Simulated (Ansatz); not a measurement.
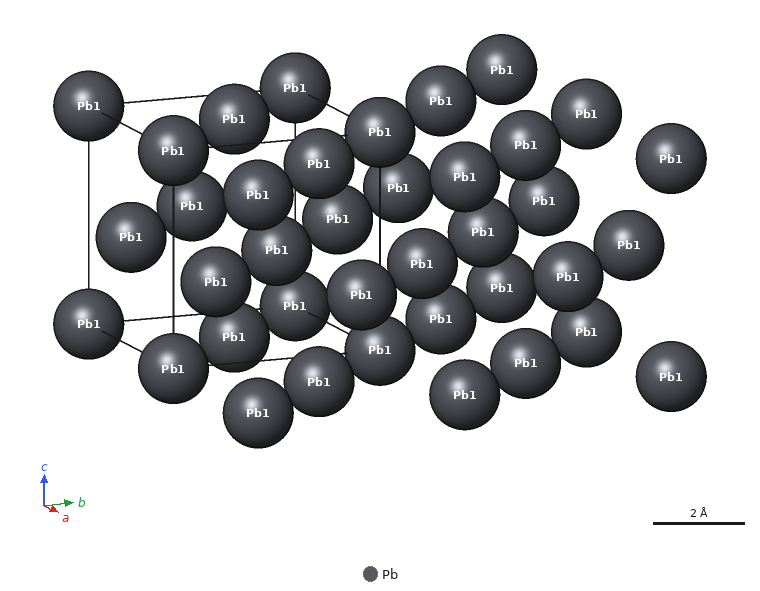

Fig. 1: The structure (spheres-only view of the cell 4 times as large as that of the calculation, set on its symmetry axes, repeated 2 × 2 × 1, seen slightly off an axis; atoms are numbered from 1 in the order of the input).

# Pb: a changed input and its effect

System: Pb (Fm-3m, 1 atom in the cell).
Method of run 1: DFT PBE, scalar-relativistic, plane waves, PAW, no spin polarisation (Ansatz 0.2.0).

Text and figures count atoms from 1; the logs count them from 0 in places.

**Input file, run 1**
```yaml
crystal:
  lattice:
    - [0.0, 2.475, 2.475]
    - [2.475, 0.0, 2.475]
    - [2.475, 2.475, 0.0]
  atoms:
    - { symbol: Pb, position: [0.0, 0.0, 0.0] }
basis:
  ecutwfc: 420
  ecutrho_ratio: 4
kpoints:
  mp_grid: { grid: [14, 14, 14] }
hamiltonian:
  xc: pbe
scf:
  occupations: { method: gaussian, width: 0.05 }
output:
  forces: true
  stress: true
  eigenvalues: true
```

Hardware: 8 threads of an x86-64 CPU, shared host.

**Output, shortened to warnings, some set-up lines, iterations and results (run 1)**
```
Basis set: ecut = 420 eV, 609 PW (Γ), exchange–correlation on 48×48×48 points (8 copies of the dense FFT grid, shifted against one another)
Symmetry: 48 space group operations
k-points: 104 of 2744
Initial density: superposition of atomic densities (neutral atoms: chi_scale 0, normalization atom), corrected by the library's trained network
[...]
SCF iter   1: F=—  HF=-11906.406672 eV  |F-HF|=—  |Δ(HF+E_count)|=         —  Δρ=5.18e-4  dr2=4.51e-5  ethr=1.77e-3  ⟨swp⟩=5.9  Hψ=7591  notcnv=0
SCF iter   2: F=—  HF=-11906.406273 eV  |F-HF|=—  |Δ(HF+E_count)|=   3.99e-4  Δρ=4.44e-4  dr2=2.62e-5  ethr=3.22e-7  ⟨swp⟩=2.7  Hψ=3106  notcnv=0  defer=2
SCF iter   3: F=—  HF=-11906.406285 eV  |F-HF|=—  |Δ(HF+E_count)|=   1.26e-5  Δρ=1.17e-4  dr2=1.96e-6  ethr=1.87e-7  ⟨swp⟩=3.0  Hψ=1861  notcnv=0  defer=2
SCF iter   4: F=—  HF=-11906.406288 eV  |F-HF|=—  |Δ(HF+E_count)|=   2.89e-6  Δρ=2.63e-5  dr2=2.36e-7  ethr=1.40e-8  ⟨swp⟩=2.0  Hψ=1318  notcnv=0  defer=2
SCF iter   5: F=-11906.406288 eV  HF=-11906.406288 eV  |F-HF|=7.57e-9  |Δ(HF+E_count)|=   7.35e-8  Δρ=4.96e-6  dr2=6.94e-9  ethr=1.69e-9  ⟨swp⟩=2.0  Hψ=1814  notcnv=0  defer=2
SCF iter   6: F=-11906.406288 eV  HF=-11906.406288 eV  |F-HF|=3.71e-10  |Δ(HF+E_count)|=   3.01e-9  Δρ=9.54e-7  dr2=2.99e-10  ethr=4.96e-11  ⟨swp⟩=4.0  Hψ=4921  notcnv=0
SCF 1 converged in 6 iterations: F = -11906.406288 eV  dr2 = 2.99e-10
SCF converged after 6 iterations
Free energy (F): -11906.406288 eV
Harris-Foulkes:  -11906.406288 eV  (|F-HF|=3.71e-10)
Internal energy: -11906.405529 eV  (E = F + TS)
E sigma→0 (E₀):  -11906.405909 eV
Entropy (-TS):   -0.000759 eV (-0.759 meV/atom)
Fermi energy:    11.011369 eV
--- Per-component energies (eV) ---
  E_band       = -36.732570
  E_kinetic    = 289.106746
  E_local      = -1015.078278  (includes V_loc(G=0)·N_el)
  E_nonlocal   = 349.548980
  E_hartree    = 403.512689
  E_xc         = -220.913694
  E_vxc        = -132.674085  (∫ρ·V_xc dr)
  E_paw        = -10405.511707  (= ΣΔE_a)
  E_vpaw       = -334.660666  (= ΣTr[D̂ρ^β])
  E_aug_tail   = 0.000051  (compensation charges beyond the density's cutoff)
  E_ewald      = -1307.070316
  E_smearing   = -0.000759  (= −TS)
  E_closure    = 0.000000  (closes the sum)
  Σ components = -11906.406288   (vs F -11906.406288, Δ=0.00e0)
--- Forces (eV/Å), atoms counted from 1 ---
  atom   1  Pb     0.00000000     0.00000000    -0.00000000
  max |Σ_I F_I| component: 1.34e-31 eV/Å
--- Stress (GPa, compression-positive) ---
        2.427032       0.000000      -0.000000
        0.000000       2.427032       0.000000
       -0.000000      -0.000000       2.427032
  P = ⅓ Tr σ = 2.4270 GPa (24.270 kbar)
```

The input of run 2 differs as follows (lines with − go, lines with + come):
```diff
-    - [0.0, 2.475, 2.475]
-    - [2.475, 0.0, 2.475]
-    - [2.475, 2.475, 0.0]
+    - [0.0, 2.5202452442, 2.5202452442]
+    - [2.5202452442, 0.0, 2.5202452442]
+    - [2.5202452442, 2.5202452442, 0.0]
```

How does run 2 compare with run 1?

With the same functional and potentials, run 2 lies 12.3 meV per atom lower. The pressure goes from 2.43 to 0.03 GPa. The volume per atom goes from 30.32 to 32.02 Å³. The cell is scaled evenly with the atoms at fixed fractional positions, so −ΔP/Δ ln V estimates the bulk modulus midway between the two volumes: about 44 GPa. The number of SCF iterations is the same.

**Output, shortened to warnings, some set-up lines, iterations and results (run 2)**
```
Basis set: ecut = 420 eV, 609 PW (Γ), exchange–correlation on 48×48×48 points (8 copies of the dense FFT grid, shifted against one another)
Symmetry: 48 space group operations
k-points: 104 of 2744
Initial density: superposition of atomic densities (neutral atoms: chi_scale 0, normalization atom), corrected by the library's trained network
[...]
SCF iter   1: F=—  HF=-11906.419013 eV  |F-HF|=—  |Δ(HF+E_count)|=         —  Δρ=5.81e-4  dr2=6.30e-5  ethr=1.77e-3  ⟨swp⟩=5.8  Hψ=7557  notcnv=0
SCF iter   2: F=—  HF=-11906.418564 eV  |F-HF|=—  |Δ(HF+E_count)|=   4.49e-4  Δρ=4.26e-4  dr2=2.38e-5  ethr=4.50e-7  ⟨swp⟩=2.2  Hψ=2774  notcnv=0  defer=3
SCF iter   3: F=—  HF=-11906.418591 eV  |F-HF|=—  |Δ(HF+E_count)|=   2.74e-5  Δρ=1.08e-4  dr2=3.18e-6  ethr=1.70e-7  ⟨swp⟩=3.0  Hψ=1842  notcnv=0  defer=3
SCF iter   4: F=—  HF=-11906.418594 eV  |F-HF|=—  |Δ(HF+E_count)|=   2.66e-6  Δρ=3.25e-5  dr2=4.45e-7  ethr=2.27e-8  ⟨swp⟩=2.9  Hψ=1798  notcnv=0  defer=3
SCF iter   5: F=-11906.418594 eV  HF=-11906.418594 eV  |F-HF|=1.31e-10  |Δ(HF+E_count)|=   7.76e-8  Δρ=3.28e-6  dr2=2.00e-9  ethr=3.18e-9  ⟨swp⟩=2.0  Hψ=1832  notcnv=0  …
SCF iter   6: F=-11906.418594 eV  HF=-11906.418594 eV  |F-HF|=1.31e-10  |Δ(HF+E_count)|=  5.68e-10  Δρ=5.09e-7  dr2=1.17e-10  ethr=1.43e-11  ⟨swp⟩=2.8  Hψ=4912  notcnv=0
SCF 1 converged in 6 iterations: F = -11906.418594 eV  dr2 = 1.17e-10
SCF converged after 6 iterations
Free energy (F): -11906.418594 eV
Harris-Foulkes:  -11906.418594 eV  (|F-HF|=1.31e-10)
Internal energy: -11906.417987 eV  (E = F + TS)
E sigma→0 (E₀):  -11906.418291 eV
Entropy (-TS):   -0.000606 eV (-0.606 meV/atom)
Fermi energy:    10.186368 eV
--- Per-component energies (eV) ---
  E_band       = -47.139094
  E_kinetic    = 288.318138
  E_local      = -1051.050718  (includes V_loc(G=0)·N_el)
  E_nonlocal   = 349.505470
  E_hartree    = 416.365989
  E_xc         = -220.574443
  E_vxc        = -132.203300  (∫ρ·V_xc dr)
  E_paw        = -10405.377616  (= ΣΔE_a)
  E_vpaw       = -334.440274  (= ΣTr[D̂ρ^β])
  E_aug_tail   = 0.000047  (compensation charges beyond the density's cutoff)
  E_ewald      = -1283.604856
  E_smearing   = -0.000606  (= −TS)
  E_closure    = 0.000000  (closes the sum)
  Σ components = -11906.418594   (vs F -11906.418594, Δ=0.00e0)
--- Forces (eV/Å), atoms counted from 1 ---
  atom   1  Pb    -0.00000000    -0.00000000     0.00000000
  max |Σ_I F_I| component: 4.11e-31 eV/Å
--- Stress (GPa, compression-positive) ---
        0.028959      -0.000000       0.000000
        0.000000       0.028959      -0.000000
        0.000000       0.000000       0.028959
  P = ⅓ Tr σ = 0.0290 GPa (0.290 kbar)
```

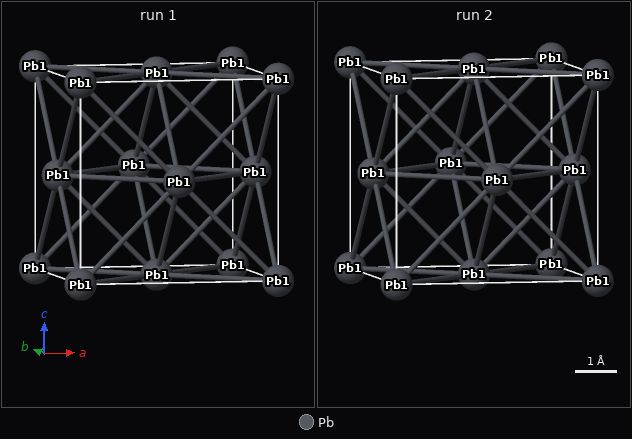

Fig. 2: The two input geometries at one scale (ball-and-stick view of the cell 4 times as large as that of the calculation, set on its symmetry axes, seen at an oblique angle). No atom moves by more than 0.005 Å relative to the cell. Cell: a = b = c 4.950 → 5.040 Å (+1.8 %). Volume +5.6 %. Among the contacts that change: Pb1–Pb1 3.500 → 3.564 Å.

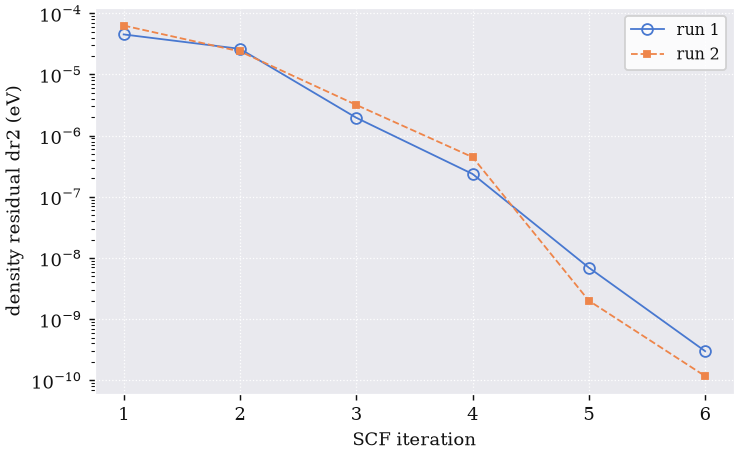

Fig. 3: Convergence of the two runs: density residual dr2 against the SCF iteration. Run 1 takes 6 iterations in all, and run 2 takes 6.

**The two runs side by side**

| quantity | run 1 | run 2 |
| --- | --- | --- |
| outcome | converged | converged |
| free energy per atom (eV) | −11906.4063 | −11906.4186 |
| energy per atom, smearing taken to zero (eV) | −11906.4059 | −11906.4183 |
| gap on the mesh (eV) | 0.00 | 0.00 |
| pressure (GPa) | 2.43 | 0.03 |
| volume per atom (Å³) | 30.32 | 32.02 |
| largest force (eV/Å) | 0.000 | 0.000 |
| SCF iterations | 6 | 6 |
| irreducible k-points | 104 | 104 |
| plane waves at Γ | 609 | 609 |

For both runs: Spin–orbit coupling is left out, which matters for Pb.
